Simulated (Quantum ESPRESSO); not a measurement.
## Relaxation of cell and atoms of PbS (part 3 of 4)

PbS (Cmcm, 4 atoms in the cell); Kohn-Sham DFT of a periodic cell, BLYP, PseudoDojo 0.4.1 SR PBE standard (Quantum ESPRESSO 7.5); cutoff 761.92 eV, 7×7×6 k-mesh, fermi-dirac of 0.05 eV. The structure derives from a Materials Project entry. The run did not end well. The run did not end well; see the last part.

Geometry of the input (Å; fractional positions):
```
2.0800  -5.9913  0.0000
2.0800  5.9913  0.0000
0.0000  0.0000  4.2793
Pb 0.1306  0.8694  0.2500
Pb 0.8694  0.1306  0.7500
S  0.3548  0.6452  0.2500
S  0.6452  0.3548  0.7500
```

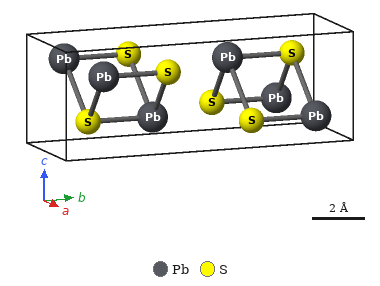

*The input geometry (ball-and-stick view of the cell 2 times as large as that of the calculation, set on its symmetry axes, seen slightly off an axis).*

Output, continued:
```
     iteration #  4     ecut=    56.00 Ry     beta= 0.50
     Davidson diagonalization with overlap
     ethr =  2.23E-10,  avg # of iterations =  2.0

     total energy              =    -324.90650357 Ry
     estimated scf accuracy    <          7.0E-09 Ry

     iteration #  5     ecut=    56.00 Ry     beta= 0.50
     Davidson diagonalization with overlap
     ethr =  1.74E-11,  avg # of iterations =  2.2

     total energy              =    -324.90650357 Ry
     estimated scf accuracy    <          8.2E-10 Ry

     iteration #  6     ecut=    56.00 Ry     beta= 0.50
     Davidson diagonalization with overlap
     ethr =  2.04E-12,  avg # of iterations =  2.1

     total energy              =    -324.90650357 Ry
     estimated scf accuracy    <          1.3E-10 Ry

     iteration #  7     ecut=    56.00 Ry     beta= 0.50
     Davidson diagonalization with overlap
     ethr =  3.19E-13,  avg # of iterations =  2.8

     End of self-consistent calculation

          k = 0.0000 0.0000 0.0000 (  5093 PWs)   bands (ev):

   -10.1191 -10.0512 -10.0439 -10.0318 -10.0289 -10.0206 -10.0195 -10.0043
    -9.9936  -9.9843  -6.0784  -4.7612  -0.7616   0.1601   2.8769   3.8610
     4.1501   4.9467   4.9798   5.8526  10.6596  10.7097  10.9842  11.3944
    11.5610  11.6591  11.8206  13.2097

          k = 0.0000 0.0000 0.1607 (  5105 PWs)   bands (ev):

   -10.1087 -10.0461 -10.0452 -10.0301 -10.0253 -10.0246 -10.0244 -10.0033
    -9.9924  -9.9896  -5.9470  -4.7511  -1.0312  -0.1651   3.0452   4.1767
     4.3374   5.0894   5.2881   5.7133  10.2042  10.3214  10.3317  10.6932
    10.7395  11.1027  12.4628  13.7362

          k = 0.0000 0.0000 0.3214 (  5111 PWs)   bands (ev):

   -10.0857 -10.0511 -10.0354 -10.0350 -10.0335 -10.0217 -10.0178 -10.0012
    -9.9998  -9.9924  -5.5877  -4.8192  -1.4273  -0.8388   3.5189   4.6377
     4.8310   5.3783   5.5398   5.9471   8.6340   9.0988   9.2816   9.8428
    10.3758  10.6106  14.0502  14.4668

          k = 0.0000 0.0000-0.4821 (  5100 PWs)   bands (ev):

   -10.0644 -10.0644 -10.0387 -10.0387 -10.0243 -10.0243 -10.0099 -10.0099
    -9.9954  -9.9954  -5.1317  -5.1317  -1.3766  -1.3766   4.1830   4.1830
     5.3431   5.3431   6.1072   6.1072   8.1132   8.1132   9.0235   9.0235
    10.4300  10.4300  14.8579  14.8579

          k = 0.1406 0.0459 0.0000 (  5106 PWs)   bands (ev):

   -10.1109 -10.0464 -10.0389 -10.0322 -10.0301 -10.0238 -10.0206 -10.0061
    -9.9967  -9.9848  -5.9744  -4.7531  -0.9456  -0.1054   3.0516   4.0175
     4.3146   5.0806   5.2000   5.8032   9.7164  10.4108  10.7130  10.8123
    11.1402  11.1550  12.4046  13.7498

          k = 0.1406 0.0459 0.1607 (  5109 PWs)   bands (ev):

   -10.1031 -10.0430 -10.0415 -10.0308 -10.0298 -10.0247 -10.0232 -10.0046
    -9.9973  -9.9883  -5.8454  -4.7399  -1.1033  -0.3209   3.2099   3.6329
     4.6769   5.0135   5.7353   5.7682   9.0711   9.6505  10.1504  10.6834
    11.0212  11.2780  13.2989  13.8581

          k = 0.1406 0.0459 0.3214 (  5098 PWs)   bands (ev):

   -10.0868 -10.0561 -10.0357 -10.0334 -10.0323 -10.0204 -10.0170 -10.0040
   -10.0002  -9.9915  -5.4977  -4.7925  -1.3595  -0.8326   3.6432   3.7692
     4.7467   5.0383   5.6545   5.9173   8.5769   8.7408  10.1185  10.2901
    10.4169  10.8535  13.9689  14.5375

          k = 0.1406 0.0459-0.4821 (  5098 PWs)   bands (ev):

   -10.0714 -10.0714 -10.0363 -10.0363 -10.0255 -10.0255 -10.0081 -10.0081
    -9.9952  -9.9952  -5.0707  -5.0707  -1.2885  -1.2885   4.1397   4.1397
     4.6849   4.6849   5.5716   5.5716   8.7935   8.7935   9.8261   9.8261
    10.3927  10.3927  14.5282  14.5282

          k = 0.2811 0.0918 0.0000 (  5088 PWs)   bands (ev):

   -10.0912 -10.0403 -10.0354 -10.0345 -10.0325 -10.0260 -10.0179 -10.0070
   -10.0028  -9.9873  -5.6851  -4.7742  -1.3163  -0.6778   3.5345   4.4511
     4.7402   5.3099   5.5761   5.8205   8.4988   9.5631   9.5869   9.6570
    10.1066  10.9834  13.7316  14.0559

          k = 0.2811 0.0918 0.1607 (  5102 PWs)   bands (ev):

   -10.0908 -10.0519 -10.0368 -10.0315 -10.0290 -10.0211 -10.0191 -10.0058
   -10.0041  -9.9888  -5.5666  -4.7492  -1.2809  -0.7056   3.4725   3.6664
     4.5691   5.2896   5.6623   5.9075   8.6154   8.6550   9.4871  10.5526
    10.8078  11.2191  13.4784  14.4236

          k = 0.2811 0.0918 0.3214 (  5090 PWs)   bands (ev):

   -10.0930 -10.0747 -10.0377 -10.0290 -10.0260 -10.0153 -10.0132 -10.0080
    -9.9992  -9.9902  -5.2625  -4.7515  -1.2036  -0.8403   2.9893   3.9261
     4.1186   4.6126   5.0313   5.5017   9.0623   9.6444   9.8848  10.4759
    11.0170  11.5836  13.2624  14.3285

          k = 0.2811 0.0918-0.4821 (  5082 PWs)   bands (ev):

   -10.0906 -10.0906 -10.0347 -10.0347 -10.0217 -10.0217 -10.0042 -10.0042
    -9.9936  -9.9936  -4.9279  -4.9279  -1.0581  -1.0581   3.3374   3.3374
     4.3752   4.3752   4.7970   4.7970   9.8692   9.8692  10.3837  10.3837
    11.1161  11.1161  13.6843  13.6843

          k = 0.4217 0.1377 0.0000 (  5074 PWs)   bands (ev):

   -10.0691 -10.0512 -10.0405 -10.0387 -10.0284 -10.0239 -10.0097 -10.0055
   -10.0037  -9.9914  -5.2916  -4.9387  -1.5295  -1.1739   4.2110   4.8419
     5.0180   5.3931   5.6973   6.1390   7.8431   8.4422   8.8252   9.0597
     9.2730  10.8073  13.9263  15.4565

          k = 0.4217 0.1377 0.1607 (  5085 PWs)   bands (ev):

   -10.0787 -10.0659 -10.0396 -10.0322 -10.0269 -10.0208 -10.0102 -10.0053
   -10.0018  -9.9912  -5.1988  -4.8849  -1.3997  -1.0778   3.8303   4.2423
     4.5788   4.9748   5.2168   5.7144   8.5197   8.8030   9.1720  10.0154
    10.4294  10.8695  13.4201  14.4850

          k = 0.4217 0.1377 0.3214 (  5099 PWs)   bands (ev):

   -10.0985 -10.0921 -10.0408 -10.0317 -10.0204 -10.0151 -10.0046 -10.0027
    -9.9969  -9.9904  -4.9841  -4.7919  -1.0813  -0.8748   2.8367   3.3675
     4.0031   4.3756   4.7552   5.0876   9.2443  10.0434  10.3363  10.8024
    11.2732  11.7059  12.9164  13.7302

          k = 0.4217 0.1377-0.4821 (  5098 PWs)   bands (ev):

   -10.1066 -10.1066 -10.0388 -10.0388 -10.0154 -10.0154  -9.9985  -9.9985
    -9.9923  -9.9923  -4.8069  -4.8069  -0.8236  -0.8236   2.6531   2.6531
     3.8083   3.8083   4.9023   4.9023   9.7994   9.7994  11.1551  11.1551
    11.9107  11.9107  13.1309  13.1309

          k = 0.2811-0.0000 0.0000 (  5099 PWs)   bands (ev):

   -10.0907 -10.0400 -10.0363 -10.0351 -10.0322 -10.0263 -10.0170 -10.0078
   -10.0041  -9.9858  -5.6985  -4.7583  -1.2391  -0.7331   3.3717   4.4316
     4.7715   5.3315   5.6532   5.7783   8.4003   9.5998   9.6982   9.9829
    10.2483  10.8388  13.7278  14.4591

          k = 0.2811-0.0000 0.1607 (  5097 PWs)   bands (ev):

   -10.0903 -10.0525 -10.0369 -10.0313 -10.0300 -10.0208 -10.0191 -10.0057
   -10.0045  -9.9881  -5.5790  -4.7359  -1.2105  -0.7497   3.4665   3.5047
     4.6002   5.3023   5.6892   5.8938   8.5997   8.6211   9.7281  10.7782
    10.9416  11.1000  13.3515  14.4599

          k = 0.2811-0.0000 0.3214 (  5089 PWs)   bands (ev):

   -10.0927 -10.0753 -10.0363 -10.0293 -10.0264 -10.0166 -10.0135 -10.0078
    -9.9985  -9.9899  -5.2715  -4.7454  -1.1537  -0.8539   2.9850   3.7972
     4.1376   4.6446   4.9885   5.4531   9.1061   9.7952   9.9626  10.5933
    11.1384  11.5313  13.0766  14.0097

          k = 0.2811-0.0000-0.4821 (  5072 PWs)   bands (ev):

   -10.0909 -10.0909 -10.0324 -10.0324 -10.0243 -10.0243 -10.0043 -10.0043
    -9.9932  -9.9932  -4.9305  -4.9305  -1.0374  -1.0374   3.3324   3.3324
     4.4004   4.4004   4.6759   4.6759  10.1158  10.1158  10.4296  10.4296
    11.0357  11.0357  13.4990  13.4990

          k = 0.4217 0.0459 0.0000 (  5081 PWs)   bands (ev):

   -10.0685 -10.0518 -10.0413 -10.0381 -10.0270 -10.0249 -10.0082 -10.0079
   -10.0050  -9.9898  -5.3109  -4.9198  -1.4048  -1.2828   3.9522   4.9889
     5.0744   5.4209   5.6836   6.1726   7.6581   8.4601   8.9618   9.1455
     9.3320  10.9069  13.9142  14.9794

          k = 0.4217 0.0459 0.1607 (  5095 PWs)   bands (ev):

   -10.0776 -10.0670 -10.0393 -10.0332 -10.0271 -10.0208 -10.0087 -10.0068
   -10.0015  -9.9910  -5.2163  -4.8685  -1.2853  -1.1740   3.8291   3.9940
     4.6383   5.0928   5.2793   5.6749   8.5254   8.5658   9.4342  10.2346
    10.4095  10.9352  13.3749  13.8806

          k = 0.4217 0.0459 0.3214 (  5080 PWs)   bands (ev):

   -10.0978 -10.0930 -10.0394 -10.0322 -10.0201 -10.0165 -10.0043 -10.0033
    -9.9958  -9.9904  -4.9957  -4.7829  -1.0039  -0.9272   2.8223   3.3462
     4.0607   4.3975   4.5694   5.1056   9.3244  10.0896  10.5291  10.8604
    11.3818  11.6772  12.6480  13.3340

          k = 0.4217 0.0459-0.4821 (  5066 PWs)   bands (ev):

   -10.1067 -10.1067 -10.0375 -10.0375 -10.0169 -10.0169  -9.9985  -9.9985
    -9.9916  -9.9916  -4.8086  -4.8086  -0.8088  -0.8088   2.6499   2.6499
     3.8237   3.8237   4.8107   4.8107   9.9833   9.9833  11.2723  11.2723
    11.8777  11.8777  12.7693  12.7693

          k = 0.5623 0.0918 0.0000 (  5089 PWs)   bands (ev):

   -10.0701 -10.0506 -10.0413 -10.0374 -10.0298 -10.0222 -10.0123 -10.0029
   -10.0019  -9.9937  -5.2641  -4.9653  -1.6289  -1.0903   4.5494   4.6295
     5.0609   5.3523   5.7194   6.1048   7.9364   8.2626   8.7115   8.7992
     9.3793  10.9578  13.8291  15.4380

          k = 0.5623 0.0918 0.1607 (  5093 PWs)   bands (ev):

   -10.0798 -10.0650 -10.0387 -10.0330 -10.0266 -10.0210 -10.0116 -10.0034
   -10.0004  -9.9931  -5.1741  -4.9081  -1.4920  -1.0049   3.8206   4.4963
     4.6209   4.8418   5.1630   5.7537   8.1714   9.0212   9.1300   9.8461
    10.4818  10.9159  13.3918  14.3829

          k = 0.5623 0.0918 0.3214 (  5090 PWs)   bands (ev):

   -10.0989 -10.0914 -10.0401 -10.0330 -10.0202 -10.0143 -10.0049 -10.0021
    -9.9962  -9.9914  -4.9680  -4.8049  -1.1480  -0.8373   2.8413   3.3589
     3.9829   4.5025   4.8723   5.0306   8.8470  10.2088  10.4787  10.7129
    11.2887  11.7166  12.7632  13.3353

          k = 0.5623 0.0918-0.4821 (  5104 PWs)   bands (ev):

   -10.1064 -10.1064 -10.0391 -10.0391 -10.0149 -10.0149  -9.9984  -9.9984
    -9.9925  -9.9925  -4.8047  -4.8047  -0.8416  -0.8416   2.6382   2.6382
     3.8536   3.8536   4.9589   4.9589   9.5896   9.5896  11.3168  11.3168
    11.9264  11.9264  12.8130  12.8130

          k =-0.2811-0.1836 0.0000 (  5095 PWs)   bands (ev):

   -10.0922 -10.0402 -10.0348 -10.0347 -10.0315 -10.0247 -10.0198 -10.0048
   -10.0003  -9.9912  -5.6530  -4.8119  -1.4529  -0.5863   3.9470   4.4990
     4.6499   5.2573   5.5307   5.8201   8.5952   8.7684   9.3789   9.5885
    10.2695  11.0971  13.6348  14.1034

          k =-0.2811-0.1836 0.1607 (  5103 PWs)   bands (ev):

   -10.0922 -10.0506 -10.0359 -10.0318 -10.0274 -10.0217 -10.0195 -10.0047
   -10.0035  -9.9909  -5.5370  -4.7810  -1.4081  -0.6339   3.4833   4.0704
     4.5320   5.2348   5.6156   5.9261   8.4479   8.6572   9.0445  10.4898
    10.7016  11.2530  13.5225  14.5113

          k =-0.2811-0.1836 0.3214 (  5084 PWs)   bands (ev):

   -10.0938 -10.0734 -10.0384 -10.0307 -10.0244 -10.0133 -10.0124 -10.0083
    -9.9999  -9.9911  -5.2411  -4.7665  -1.2996  -0.8232   2.9878   4.0999
     4.2244   4.6072   5.0934   5.5829   8.6279   9.5408   9.7749  10.2982
    11.0599  11.6320  13.2223  14.2711

          k =-0.2811-0.1836-0.4821 (  5090 PWs)   bands (ev):

   -10.0902 -10.0902 -10.0371 -10.0371 -10.0186 -10.0186 -10.0043 -10.0043
    -9.9944  -9.9944  -4.9221  -4.9221  -1.1038  -1.1038   3.3262   3.3262
     4.4428   4.4428   4.9766   4.9766   9.2970   9.2970  10.5418  10.5418
    11.1892  11.1892  13.4421  13.4421

          k =-0.1406-0.1377 0.0000 (  5101 PWs)   bands (ev):

   -10.1119 -10.0472 -10.0352 -10.0312 -10.0292 -10.0243 -10.0225 -10.0053
    -9.9946  -9.9883  -5.9461  -4.7948  -1.0538  -0.0541   3.3942   4.0573
     4.2714   5.0312   5.2251   5.7991   9.1091  10.0244  10.4988  10.7740
    11.3093  11.3311  12.4635  13.7334

          k =-0.1406-0.1377 0.1607 (  5093 PWs)   bands (ev):

   -10.1043 -10.0424 -10.0397 -10.0310 -10.0284 -10.0249 -10.0225 -10.0053
    -9.9970  -9.9899  -5.8189  -4.7746  -1.1976  -0.2933   3.5328   3.6452
     4.6576   5.0213   5.7491   5.7704   8.9725   9.1902   9.7789  10.7450
    10.9290  11.3845  13.3473  14.0376

          k =-0.1406-0.1377 0.3214 (  5093 PWs)   bands (ev):

   -10.0880 -10.0550 -10.0369 -10.0323 -10.0308 -10.0211 -10.0153 -10.0038
   -10.0015  -9.9919  -5.4776  -4.8078  -1.4301  -0.8485   3.7398   3.9649
     4.7340   5.1547   5.6361   5.9351   8.5653   8.6138   9.6049   9.9975
    10.4691  10.9454  14.0244  14.6554

          k =-0.1406-0.1377-0.4821 (  5088 PWs)   bands (ev):

   -10.0715 -10.0715 -10.0371 -10.0371 -10.0246 -10.0246 -10.0066 -10.0066
    -9.9962  -9.9962  -5.0642  -5.0642  -1.3370  -1.3370   4.2905   4.2905
     4.6992   4.6992   5.6348   5.6348   8.6402   8.6402   9.7865   9.7865
    10.1711  10.1711  14.5646  14.5646

          k =-0.0000-0.0918 0.0000 (  5119 PWs)   bands (ev):

   -10.1198 -10.0518 -10.0420 -10.0302 -10.0293 -10.0217 -10.0198 -10.0040
    -9.9925  -9.9863  -6.0624  -4.7867  -0.8221   0.1821   3.0667   3.8829
     4.1226   4.9516   4.9785   5.8521   9.7265  10.9612  11.0271  11.2053
    11.6839  11.8029  11.8373  13.1763

          k =-0.0000-0.0918 0.1607 (  5105 PWs)   bands (ev):

   -10.1094 -10.0463 -10.0434 -10.0293 -10.0262 -10.0239 -10.0237 -10.0038
    -9.9916  -9.9912  -5.9321  -4.7722  -1.0812  -0.1578   3.2216   4.2020
     4.3111   5.1181   5.2702   5.7318   9.6861  10.0074  10.3509  10.6025
    11.1019  11.1271  12.4903  13.8404

          k =-0.0000-0.0918 0.3214 (  5096 PWs)   bands (ev):

   -10.0865 -10.0507 -10.0350 -10.0347 -10.0327 -10.0224 -10.0164 -10.0014
   -10.0007  -9.9923  -5.5762  -4.8283  -1.4651  -0.8534   3.6729   4.7086
     4.8094   5.3942   5.5235   5.9744   8.4825   9.1863   9.3036   9.8744
     9.8766  10.6145  13.9934  14.6882

          k =-0.0000-0.0918-0.4821 (  5096 PWs)   bands (ev):

   -10.0649 -10.0649 -10.0382 -10.0382 -10.0248 -10.0248 -10.0087 -10.0087
    -9.9959  -9.9959  -5.1278  -5.1278  -1.4057  -1.4057   4.3094   4.3094
     5.3356   5.3356   6.0888   6.0888   8.1078   8.1078   9.0552   9.0552
    10.1667  10.1667  15.0678  15.0678

          k = 0.5623-0.0000 0.0000 (  5083 PWs)   bands (ev):

   -10.0703 -10.0502 -10.0418 -10.0366 -10.0304 -10.0209 -10.0139 -10.0017
   -10.0011  -9.9949  -5.2503  -4.9788  -1.6672  -1.0577   4.4725   4.8098
     5.0841   5.3302   5.7155   6.0997   7.9807   7.9985   8.6674   8.8058
     9.4215  11.0964  13.7303  15.4406

          k = 0.5623-0.0000 0.1607 (  5082 PWs)   bands (ev):

   -10.0799 -10.0647 -10.0372 -10.0347 -10.0262 -10.0213 -10.0121 -10.0027
    -9.9972  -9.9962  -5.1617  -4.9199  -1.5277  -0.9766   3.8058   4.5338
     4.7485   4.7621   5.1797   5.7667   7.9208   9.0501   9.2243   9.7734
    10.5498  10.9714  13.3506  14.0460

          k = 0.5623-0.0000 0.3214 (  5081 PWs)   bands (ev):

   -10.0990 -10.0912 -10.0384 -10.0348 -10.0202 -10.0141 -10.0051 -10.0019
    -9.9945  -9.9930  -4.9599  -4.8115  -1.1744  -0.8232   2.8380   3.3455
     3.9981   4.5801   4.9364   4.9681   8.6392  10.3178  10.5556  10.7762
    11.3238  11.7126  12.7170  12.8085

          k = 0.5623-0.0000-0.4821 (  5094 PWs)   bands (ev):

   -10.1063 -10.1063 -10.0387 -10.0387 -10.0153 -10.0153  -9.9983  -9.9983
    -9.9923  -9.9923  -4.8038  -4.8038  -0.8494  -0.8494   2.6259   2.6259
     3.8953   3.8953   4.9635   4.9635   9.5102   9.5102  11.5386  11.5386
    11.9365  11.9365  12.4130  12.4130

          k = 0.7029 0.0459 0.0000 (  5106 PWs)   bands (ev):

   -10.0929 -10.0390 -10.0364 -10.0352 -10.0293 -10.0231 -10.0212 -10.0015
    -9.9985  -9.9963  -5.6249  -4.8447  -1.5433  -0.5285   4.3660   4.5429
     4.5520   5.2097   5.5568   5.7895   7.9102   8.8154   9.2679   9.6343
    10.3675  11.1846  13.4808  14.0818

          k = 0.7029 0.0459 0.1607 (  5093 PWs)   bands (ev):

   -10.0930 -10.0498 -10.0342 -10.0324 -10.0267 -10.0223 -10.0203 -10.0032
   -10.0022  -9.9935  -5.5111  -4.8087  -1.4934  -0.5898   3.4825   4.4561
     4.5584   5.1565   5.5896   5.9340   7.8721   8.6818   9.0520  10.3593
    10.9365  11.2123  13.3162  14.5656

          k = 0.7029 0.0459 0.3214 (  5088 PWs)   bands (ev):

   -10.0943 -10.0726 -10.0367 -10.0330 -10.0240 -10.0127 -10.0115 -10.0082
    -9.9999  -9.9921  -5.2226  -4.7799  -1.3671  -0.8164   2.9760   4.1185
     4.3662   4.7868   5.1105   5.6163   8.1100   9.5993   9.7172  10.1830
    11.3032  11.6438  12.8788  13.7134

          k = 0.7029 0.0459-0.4821 (  5082 PWs)   bands (ev):

   -10.0899 -10.0899 -10.0377 -10.0377 -10.0176 -10.0176 -10.0045 -10.0045
    -9.9946  -9.9946  -4.9173  -4.9173  -1.1394  -1.1394   3.3017   3.3017
     4.5687   4.5687   5.0763   5.0763   8.8969   8.8969  10.7583  10.7583
    11.2143  11.2143  12.9248  12.9248

          k =-0.1406-0.2294 0.0000 (  5119 PWs)   bands (ev):

   -10.1130 -10.0470 -10.0334 -10.0309 -10.0260 -10.0247 -10.0234 -10.0040
    -9.9938  -9.9925  -5.9077  -4.8501  -1.1658  -0.0069   3.9090   4.1132
     4.2188   4.9633   5.2716   5.7707   8.0924  10.1881  10.3236  10.7784
    11.2607  11.4378  12.4600  13.8540

          k =-0.1406-0.2294 0.1607 (  5101 PWs)   bands (ev):

   -10.1056 -10.0412 -10.0374 -10.0304 -10.0282 -10.0254 -10.0213 -10.0052
    -9.9985  -9.9911  -5.7832  -4.8211  -1.2985  -0.2702   3.6368   4.0375
     4.6709   4.9951   5.7546   5.7803   8.1741   8.9397   9.9172  10.5568
    11.1408  11.4032  13.3861  13.8846

          k =-0.1406-0.2294 0.3214 (  5088 PWs)   bands (ev):

   -10.0894 -10.0537 -10.0363 -10.0317 -10.0303 -10.0215 -10.0142 -10.0036
   -10.0023  -9.9926  -5.4507  -4.8289  -1.5106  -0.8713   3.7398   4.3758
     4.7886   5.2504   5.6235   5.9569   8.1294   8.5430   9.2595   9.7735
    10.6733  10.9786  13.7364  14.6708

          k =-0.1406-0.2294-0.4821 (  5084 PWs)   bands (ev):

   -10.0717 -10.0717 -10.0373 -10.0373 -10.0241 -10.0241 -10.0050 -10.0050
    -9.9974  -9.9974  -5.0559  -5.0559  -1.3956  -1.3956   4.3786   4.3786
     4.8654   4.8654   5.7081   5.7081   8.2874   8.2874   9.7582   9.7582
    10.0902  10.0902  14.0681  14.0681

          k =-0.0000-0.1836 0.0000 (  5097 PWs)   bands (ev):
```
